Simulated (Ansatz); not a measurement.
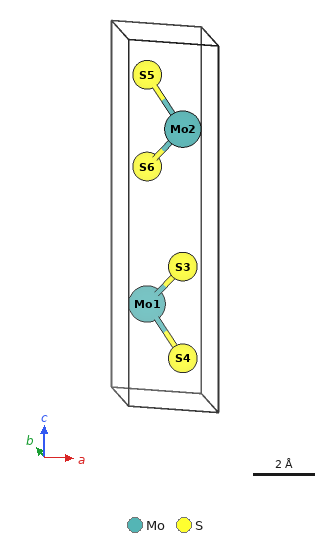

Figure 1. The structure as given in the input (ball-and-stick view of the cell of the calculation, seen slightly off an axis; atoms are numbered from 1 in the order of the input).

# Band-structure calculation, with input and output: MoS$_{2}$

The run: band-structure calculation of MoS$_{2}$ (6 atoms in the cell). Method and program: DFT, r2SCAN, plane waves, PAW, no spin polarisation (Ansatz 0.2.0).

The structure was built on a prototype by a generator. The geometry comes from this level: r2scan-rvv10 (a point of a series of strains). Figures and captions count atoms from 1; the log counts them from 0 in places.

Input file:
```yaml
crystal:
  lattice:
    - [3.1730199293, 0.0, 0.0]
    - [-1.5865099647, 2.7479158655, 0.0]
    - [0.0, 0.0, 12.4358959592]
  atoms:
    - { symbol: Mo, position: [0.3333333333, 0.6666666667, 0.25] }
    - { symbol: Mo, position: [0.6666666667, 0.3333333333, 0.75] }
    - { symbol: S, position: [0.6666666667, 0.3333333333, 0.3750995322] }
    - { symbol: S, position: [0.6666666667, 0.3333333333, 0.1249004678] }
    - { symbol: S, position: [0.3333333333, 0.6666666667, 0.8750995322] }
    - { symbol: S, position: [0.3333333333, 0.6666666667, 0.6249004678] }
kpoints:
  mp_grid: { grid: [12, 12, 2] }
  band_path:
    path:
      - [0.0, 0.0, 0.0]
      - [0.5, 0.0, 0.0]
      - [0.3333333333, 0.3333333333, 0.0]
      - [0.0, 0.0, 0.5]
      - [0.5, 0.0, 0.5]
      - [0.3333333333, 0.3333333333, 0.5]
      - [0.177083, 0.177083, 0.0]
    npoints: 1
hamiltonian:
  xc: r2scan
scf:
  occupations: { method: fixed }
  n_extra_bands: 5
output:
  forces: true
  stress: true
  eigenvalues: true
  write_density: true
  write_potential: true
  elf: true
  volumetric_format: npy
```

Launched with:
```bash
ansatz run input.yaml --threads 2 --pin off --max-ram 20275MiB --backend cpu --events-out ev --progress --plain --runs-dir out
```

What the program printed:
```
scf.n_extra_bands = 5 over 26 filled bands (N_el = 52.0): the run solves 31 bands
Engine: ansatz 0.2.0, x86_64-unknown-linux-gnu
Pseudopotentials: kind: paw
Pseudopotential: Mo, paw, valence charge 14, recommended cutoff 500 eV (meta_gga), Mo.paw.azcp
Pseudopotential: S, paw, valence charge 6, recommended cutoff 500 eV (meta_gga), S.paw.azcp
Functional definition: r2SCAN
  parameter k0 = 0.174
  parameter k1 = 0.065
  parameter a1 = 4.9479
  exchange = r2scan_x(k0 = k0, k1 = k1, a1 = a1)
  correlation = r2scan_c
Crystal: 6 atoms, lattice volume = 108.431 Å³
Basis set: ecut = 500 eV, 2763 PW (Γ), exchange–correlation on 96×96×384 points (64 copies of the dense FFT grid, shifted against one another)
Bands: 31, of which v1, the nominal top of the filled ones, is band 26 counted from 1 (25 counted from 0)
Symmetry: 24 space group operations
Space group: P63/mmc (ITA 194), of the structure as read, at distance tolerance 4.8e-5 Å
k-points: 38 of 288
Non-local potential: Mo, projectors of the file, l = 0: 3, l = 1: 2, l = 2: 2, l = 3: 1
Non-local potential: S, projectors of the file, l = 0: 2, l = 1: 2, l = 2: 2
PAW form: soft (Blöchl's): semilocal exchange-correlation on the pseudo side does not see the compensation charge
PAW frozen core: Mo, regenerated for the run's functional (the file was generated under x = pbe(κ = 0.804, μ = 0.2195149727645171), c = pbe(β = 0.06672455060314922))
PAW frozen core: S, regenerated for the run's functional (the file was generated under x = pbe(κ = 0.804, μ = 0.2195149727645171), c = pbe(β = 0.06672455060314922))
PAW one-centre angular grid: Mo, 590 points (default); XC on 160 Gauss nodes
PAW one-centre angular grid: S, 302 points (default); XC on 160 Gauss nodes
Initial density: superposition of atomic densities (neutral atoms: chi_scale 0, normalization atom), corrected by the library's trained network
Initial wavefunctions: pseudopotential atomic-orbital guess
Functional: x = r2scan, c = r2scan; τ floored in thin density (d = 2e-4 eV/Å³)
SCF iter   1: F=—  HF=-13564.213708 eV  |F-HF|=—  |Δ(HF+E_count)|=         —  Δρ=1.03e-2  dr2=1.44e-1  dr2_τ=1.03e-1  ethr=1.77e-3  ⟨swp⟩=5.6  Hψ=4731  notcnv=0  defer=82
preconditioner: auto → Resta (q_TF=auto, 2.414 Å⁻¹)  ε∞=7.9  [insulator: Δε(μ)=1.021 eV  Ē_g=8.123 eV  n_scr=26 (ndim 8)  ℏωp=21.4 eV  f_vac=0.022  ε∞_Penn≈7.9]
SCF iter   2: F=—  HF=-13564.293849 eV  |F-HF|=—  |Δ(HF+E_count)|=   8.01e-2  Δρ=5.13e-3  dr2=1.12e-2  dr2_τ=4.89e-3  ethr=2.78e-4  ⟨swp⟩=2.3  Hψ=2161  notcnv=0  defer=107
SCF iter   3: F=—  HF=-13564.298558 eV  |F-HF|=—  |Δ(HF+E_count)|=   4.71e-3  Δρ=2.91e-3  dr2=4.66e-3  dr2_τ=3.13e-4  ethr=2.16e-5  ⟨swp⟩=2.1  Hψ=1703  notcnv=0  defer=112
SCF iter   4: F=—  HF=-13564.301445 eV  |F-HF|=—  |Δ(HF+E_count)|=   2.89e-3  Δρ=2.72e-4  dr2=9.97e-5  dr2_τ=9.04e-6  ethr=8.96e-6  ⟨swp⟩=3.5  Hψ=2172  notcnv=0  defer=112
SCF iter   5: F=—  HF=-13564.301468 eV  |F-HF|=—  |Δ(HF+E_count)|=   2.31e-5  Δρ=9.02e-5  dr2=2.38e-5  dr2_τ=1.23e-6  ethr=1.92e-7  ⟨swp⟩=2.8  Hψ=2067  notcnv=0  defer=109
SCF iter   6: F=—  HF=-13564.301471 eV  |F-HF|=—  |Δ(HF+E_count)|=   2.41e-6  Δρ=1.95e-5  dr2=6.39e-7  dr2_τ=4.18e-8  ethr=4.59e-8  ⟨swp⟩=2.0  Hψ=1624  notcnv=0  defer=110
SCF iter   7: F=-13564.301471 eV  HF=-13564.301471 eV  |F-HF|=9.04e-9  |Δ(HF+E_count)|=   1.90e-7  Δρ=4.09e-6  dr2=1.91e-8  dr2_τ=5.92e-10  ethr=1.92e-10  ⟨swp⟩=15.1  Hψ=9874  notcnv=0
SCF 1 converged in 7 iterations: F = -13564.301471 eV  dr2 = 1.91e-8
  greatest PAW one-centre occupation: 0.996 electrons in one spin orbital (limit 2), on the Mo atom at site 1 (counted from 0), in its partial waves of l = 0
```

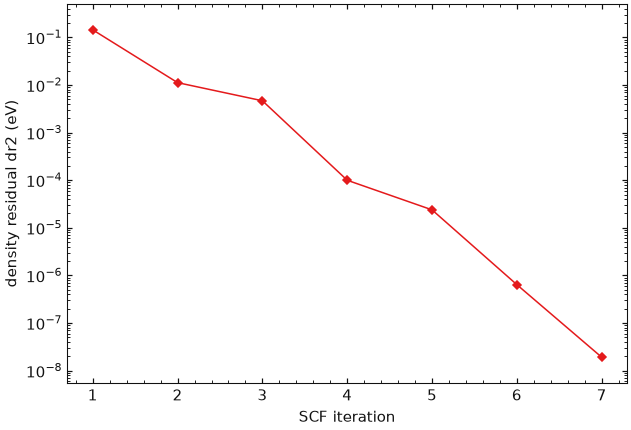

Figure 2. Convergence of the self-consistent field: density residual dr2 against the SCF iteration. The residual falls at every step.

```
NSCF: frozen V_eff on 7 k-points
SCF converged after 7 iterations
Free energy (F): -13564.301471 eV
Harris-Foulkes:  -13564.301471 eV  (|F-HF|=9.04e-9)
Internal energy: -13564.301471 eV  (E = F + TS)
E sigma→0 (E₀):  -13564.301471 eV
Fermi energy:    10.599271 eV
--- Per-component energies (eV) ---
  E_band       = -361.280208
  E_kinetic    = 1309.740681
  E_local      = -4019.450579  (includes V_loc(G=0)·N_el)
  E_nonlocal   = 396.937968
  E_hartree    = 1550.237849
  E_xc         = -725.385227
  E_vxc        = -892.150529  (∫ρ·V_xc dr)
  E_paw        = -8871.675469  (= ΣΔE_a)
  E_vpaw       = -308.299026  (= ΣTr[D̂ρ^β])
  E_aug_tail   = 0.000019  (compensation charges beyond the density's cutoff)
  E_vtau       = 51.465859  (kinetic-family band-sum trace: ∫τ·v_τ [+ j·A + Jᵃ·Aᵃ] dr)
  E_ewald      = -3203.825238
  E_core_change = -0.881474  (= ΣΔE_core)
  E_smearing   = -0.000000  (= −TS)
  E_closure    = 0.000000  (closes the sum)
  Σ components = -13564.301471   (vs F -13564.301471, Δ=0.00e0)
--- Forces (eV/Å), atoms counted from 1 ---
  atom   1  Mo     0.00000000    -0.00000000     0.00000000
  atom   2  Mo    -0.00000000     0.00000000    -0.00000000
  atom   3  S      0.00000000    -0.00000000    -0.05474605
  atom   4  S      0.00000000    -0.00000000     0.05474605
  atom   5  S     -0.00000000     0.00000000    -0.05474605
  atom   6  S     -0.00000000     0.00000000     0.05474605
  max |Σ_I F_I| component: 6.94e-18 eV/Å
--- Stress (GPa, compression-positive) ---
        1.202988       0.000000      -0.000000
        0.000000       1.202988       0.000000
       -0.000000       0.000000       1.051720
  P = ⅓ Tr σ = 1.1526 GPa (11.526 kbar)
--- Band table (eV; the first three rows and the last of 38) ---
  k-point 0: bands = ["-52.9191", "-52.9191", "-26.3221", "-26.3221", "-26.1010", "-26.1010", "-26.1010", "-26.1010", "-5.0570", "-4.8218", "-3.7379", "-3.3450", "3.5021", "4.4791", "7.0432", "7.0990", "7.0990", "7.1111", "7.1111", "8.2422", "8.2422", "8.2833", "8.2833", "9.2355", "9.4821", "10.5993", "12.8431", "12.8431", "12.8669", "12.8669", "13.0261"]
  k-point 1: bands = ["-52.9191", "-52.9191", "-26.3221", "-26.3221", "-26.1010", "-26.1010", "-26.1010", "-26.1010", "-4.9539", "-4.9539", "-3.5291", "-3.5291", "3.9198", "3.9198", "7.1050", "7.1050", "7.1050", "7.1050", "7.9427", "7.9427", "8.2628", "8.2628", "8.2628", "8.2628", "10.3095", "10.3095", "12.8485", "12.8485", "12.8485", "12.8485", "13.1089"]
  k-point 2: bands = ["-52.9163", "-52.9162", "-26.3165", "-26.3164", "-26.1293", "-26.1293", "-26.1074", "-26.1074", "-4.9481", "-4.7143", "-3.6890", "-3.3079", "3.6255", "4.5990", "6.7999", "6.8623", "6.8819", "7.2080", "7.2251", "7.8347", "8.0695", "8.1150", "8.3938", "9.4016", "9.4842", "10.3981", "12.7379", "12.7771", "12.8369", "12.8935", "12.9297"]
  k-point 37: bands = ["-52.8708", "-52.8708", "-26.4102", "-26.4102", "-26.3619", "-26.3619", "-26.2258", "-26.2258", "-2.6887", "-2.6887", "-2.6221", "-2.6221", "4.2028", "4.2028", "5.0318", "5.0318", "5.6334", "5.6334", "5.9970", "5.9970", "6.9852", "6.9852", "7.5862", "7.5862", "9.8585", "9.8585", "11.6781", "11.6781", "13.1087", "13.1087", "13.6660"]
```

File rho_z.tsv:
```
# z_ang	rho[e/angstrom^3]
# format = ansatz-planar-average/11
# lattice	3.173019929	0.000000000	0.000000000
# lattice	-1.586509965	2.747915865	0.000000000
# lattice	0.000000000	0.000000000	12.435895959
# sites	6
# site	42	-0.000000000	1.831943910	3.108973990
# site	42	1.586509965	0.915971955	9.326921969
# site	16	1.586509965	0.915971955	4.664698757
# site	16	1.586509965	0.915971955	1.553249223
# site	16	-0.000000000	1.831943910	10.882646736
# site	16	-0.000000000	1.831943910	7.771197202
0.000000	4.307267e-2
0.129541	4.680754e-2
0.259081	5.844442e-2
0.388622	7.944199e-2
0.518162	1.118719e-1
0.647703	1.577684e-1
0.777243	2.164657e-1
0.906784	2.816781e-1
1.036325	3.415829e-1
1.165865	3.849210e-1
1.295406	4.092774e-1
1.424946	4.235238e-1
1.554487	4.400050e-1
1.684028	4.635775e-1
1.813568	4.878578e-1
1.943109	5.023329e-1
2.072649	5.043176e-1
2.202190	5.074903e-1
2.331730	5.438674e-1
2.461271	6.421399e-1
2.590812	8.029818e-1
2.720352	9.932716e-1
2.849893	1.162287e0
2.979433	1.271861e0
3.108974	1.308637e0
3.238515	1.271861e0
3.368055	1.162287e0
3.497596	9.932716e-1
3.627136	8.029818e-1
3.756677	6.421399e-1
3.886217	5.438674e-1
4.015758	5.074903e-1
4.145299	5.043176e-1
4.274839	5.023329e-1
4.404380	4.878578e-1
4.533920	4.635775e-1
4.663461	4.400050e-1
4.793002	4.235238e-1
4.922542	4.092774e-1
5.052083	3.849210e-1
5.181623	3.415829e-1
5.311164	2.816781e-1
5.440704	2.164657e-1
5.570245	1.577684e-1
5.699786	1.118719e-1
5.829326	7.944199e-2
5.958867	5.844442e-2
6.088407	4.680754e-2
6.217948	4.307267e-2
6.347489	4.680754e-2
6.477029	5.844442e-2
6.606570	7.944199e-2
6.736110	1.118719e-1
6.865651	1.577684e-1
6.995191	2.164657e-1
7.124732	2.816781e-1
7.254273	3.415829e-1
7.383813	3.849210e-1
7.513354	4.092774e-1
7.642894	4.235238e-1
7.772435	4.400050e-1
7.901976	4.635775e-1
8.031516	4.878578e-1
8.161057	5.023329e-1
8.290597	5.043176e-1
8.420138	5.074903e-1
8.549678	5.438674e-1
8.679219	6.421399e-1
8.808760	8.029818e-1
8.938300	9.932716e-1
9.067841	1.162287e0
9.197381	1.271861e0
9.326922	1.308637e0
9.456463	1.271861e0
9.586003	1.162287e0
9.715544	9.932716e-1
9.845084	8.029818e-1
9.974625	6.421399e-1
10.104165	5.438674e-1
10.233706	5.074903e-1
10.363247	5.043176e-1
10.492787	5.023329e-1
10.622328	4.878578e-1
10.751868	4.635775e-1
10.881409	4.400050e-1
11.010950	4.235238e-1
11.140490	4.092774e-1
11.270031	3.849210e-1
11.399571	3.415829e-1
11.529112	2.816781e-1
11.658652	2.164657e-1
11.788193	1.577684e-1
11.917734	1.118719e-1
12.047274	7.944199e-2
12.176815	5.844442e-2
12.306355	4.680754e-2
```

File v_z.tsv:
```
# z_ang	v_es[eV]	v_tot[eV]
# format = ansatz-planar-average/11
# xc	r2scan
# density_cutoff_ev	2000
# datasets	Mo=:simpson_from_first_knot:soft:shift=0	S=:simpson_from_first_knot:soft:shift=0
# lattice	3.173019929	0.000000000	0.000000000
# lattice	-1.586509965	2.747915865	0.000000000
# lattice	0.000000000	0.000000000	12.435895959
# sites	6
# site	42	-0.000000000	1.831943910	3.108973990
# site	42	1.586509965	0.915971955	9.326921969
# site	16	1.586509965	0.915971955	4.664698757
# site	16	1.586509965	0.915971955	1.553249223
# site	16	-0.000000000	1.831943910	10.882646736
# site	16	-0.000000000	1.831943910	7.771197202
0.000000	1.535014e1	1.023870e1
0.129541	1.528405e1	9.884212e0
0.259081	1.507338e1	9.201540e0
0.388622	1.468323e1	8.215620e0
0.518162	1.404909e1	6.724244e0
0.647703	1.305135e1	4.849475e0
0.777243	1.145597e1	2.318341e0
0.906784	9.239751e0	-7.828006e-1
1.036325	6.842140e0	-4.038480e0
1.165865	4.848234e0	-6.749217e0
1.295406	3.520784e0	-8.710991e0
1.424946	2.747138e0	-1.008532e1
1.554487	2.335541e0	-1.088543e1
1.684028	2.176990e0	-1.123128e1
1.813568	2.261323e0	-1.107037e1
1.943109	2.662429e0	-1.058921e1
2.072649	3.325028e0	-9.836358e0
2.202190	3.730692e0	-9.414032e0
2.331730	3.153182e0	-1.011103e1
2.461271	1.316381e0	-1.227538e1
2.590812	-1.346402e0	-1.545330e1
2.720352	-4.125223e0	-1.877660e1
2.849893	-6.485285e0	-2.140334e1
2.979433	-8.052768e0	-2.318984e1
3.108974	-8.601399e0	-2.400337e1
3.238515	-8.052768e0	-2.318984e1
3.368055	-6.485285e0	-2.140334e1
3.497596	-4.125223e0	-1.877660e1
3.627136	-1.346402e0	-1.545330e1
3.756677	1.316381e0	-1.227538e1
3.886217	3.153182e0	-1.011103e1
4.015758	3.730692e0	-9.414032e0
4.145299	3.325028e0	-9.836358e0
4.274839	2.662429e0	-1.058921e1
4.404380	2.261323e0	-1.107037e1
4.533920	2.176990e0	-1.123128e1
4.663461	2.335541e0	-1.088543e1
4.793002	2.747138e0	-1.008532e1
4.922542	3.520784e0	-8.710991e0
5.052083	4.848234e0	-6.749217e0
5.181623	6.842140e0	-4.038480e0
5.311164	9.239751e0	-7.828006e-1
5.440704	1.145597e1	2.318341e0
5.570245	1.305135e1	4.849475e0
5.699786	1.404909e1	6.724244e0
5.829326	1.468323e1	8.215620e0
5.958867	1.507338e1	9.201540e0
6.088407	1.528405e1	9.884212e0
6.217948	1.535014e1	1.023870e1
6.347489	1.528405e1	9.884212e0
6.477029	1.507338e1	9.201540e0
6.606570	1.468323e1	8.215620e0
6.736110	1.404909e1	6.724244e0
6.865651	1.305135e1	4.849475e0
6.995191	1.145597e1	2.318341e0
7.124732	9.239751e0	-7.828006e-1
7.254273	6.842140e0	-4.038480e0
7.383813	4.848234e0	-6.749217e0
7.513354	3.520784e0	-8.710991e0
7.642894	2.747138e0	-1.008532e1
7.772435	2.335541e0	-1.088543e1
7.901976	2.176990e0	-1.123128e1
8.031516	2.261323e0	-1.107037e1
8.161057	2.662429e0	-1.058921e1
8.290597	3.325028e0	-9.836358e0
8.420138	3.730692e0	-9.414032e0
8.549678	3.153182e0	-1.011103e1
8.679219	1.316381e0	-1.227538e1
8.808760	-1.346402e0	-1.545330e1
8.938300	-4.125223e0	-1.877660e1
9.067841	-6.485285e0	-2.140334e1
9.197381	-8.052768e0	-2.318984e1
9.326922	-8.601399e0	-2.400337e1
9.456463	-8.052768e0	-2.318984e1
9.586003	-6.485285e0	-2.140334e1
9.715544	-4.125223e0	-1.877660e1
9.845084	-1.346402e0	-1.545330e1
9.974625	1.316381e0	-1.227538e1
10.104165	3.153182e0	-1.011103e1
10.233706	3.730692e0	-9.414032e0
10.363247	3.325028e0	-9.836358e0
10.492787	2.662429e0	-1.058921e1
10.622328	2.261323e0	-1.107037e1
10.751868	2.176990e0	-1.123128e1
10.881409	2.335541e0	-1.088543e1
11.010950	2.747138e0	-1.008532e1
11.140490	3.520784e0	-8.710991e0
11.270031	4.848234e0	-6.749217e0
11.399571	6.842140e0	-4.038480e0
11.529112	9.239751e0	-7.828006e-1
11.658652	1.145597e1	2.318341e0
11.788193	1.305135e1	4.849475e0
11.917734	1.404909e1	6.724244e0
12.047274	1.468323e1	8.215620e0
12.176815	1.507338e1	9.201540e0
12.306355	1.528405e1	9.884212e0
```

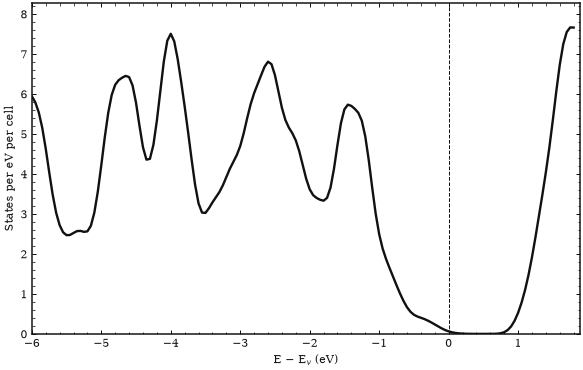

Figure 3. Density of states (the curve is built from the levels of the k mesh with Gaussians 0.3 eV wide, which also blur the band edges), with energies from the valence-band top. There is a gap of 1.04 eV on the k-point mesh. The curves stop near 1.8 eV above the Fermi level, where the computed bands end. Small ripples come from the finite k-point mesh.

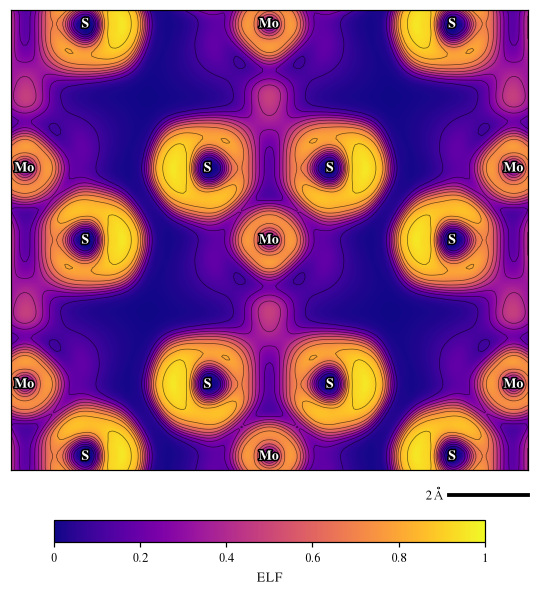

Figure 4. Electron localisation function on the (110) plane of the conventional cell. Mo–S (2.40 Å): the ELF is about 0.45 at the midpoint. The strong features right at Mo lie inside the PAW spheres (semicore, d or f shells) and say nothing about bonding. The fields are those of the smooth PAW valence density.

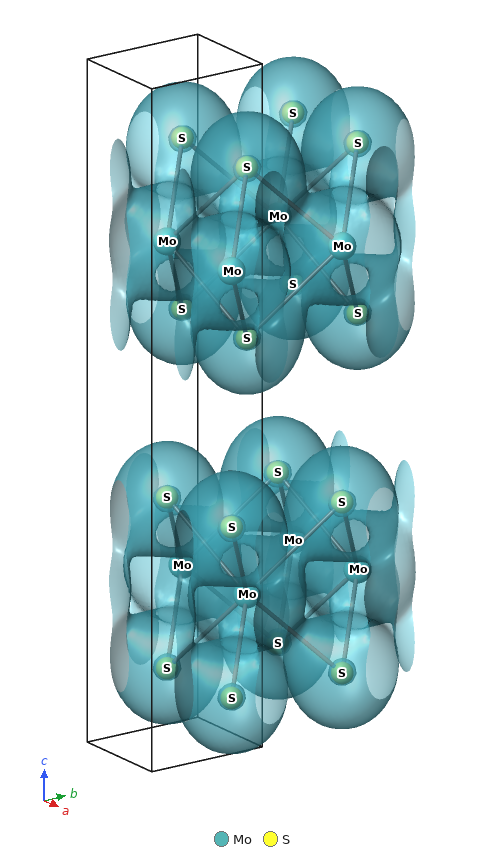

Figure 5. Isosurface of the valence charge density (pseudo) at 0.5 e/Å³ (cyan), seen slightly off an axis. Sticks mark near contacts. The outline is the cell set on symmetry axes. At this value the density is joined into sheets; it holds about 70 % of the electrons treated as valence (semicore included). On the grid the lowest density along these lines, outside the cores, is 0.62 e/Å³ (Mo–S, 2.40 Å).

Summary:

| quantity | value |
| --- | --- |
| outcome | converged |
| space group (tolerance 0.01 Å) | P6₃/mmc (194) |
| electrons treated | 52 |
| free energy | −13564.3015 eV |
| Fermi energy | 10.599 eV |
| gap on the k-point mesh | 1.04 eV |
| pressure | 1.15 GPa |
| largest force (length of the vector) | 0.055 eV/Å |
| hardware | 2 threads of AMD EPYC (Zen 3), 144 GiB of memory available, shared host |
| wall time | 7 s (CPU time 14 s) |
| peak memory | 0.87 GiB |
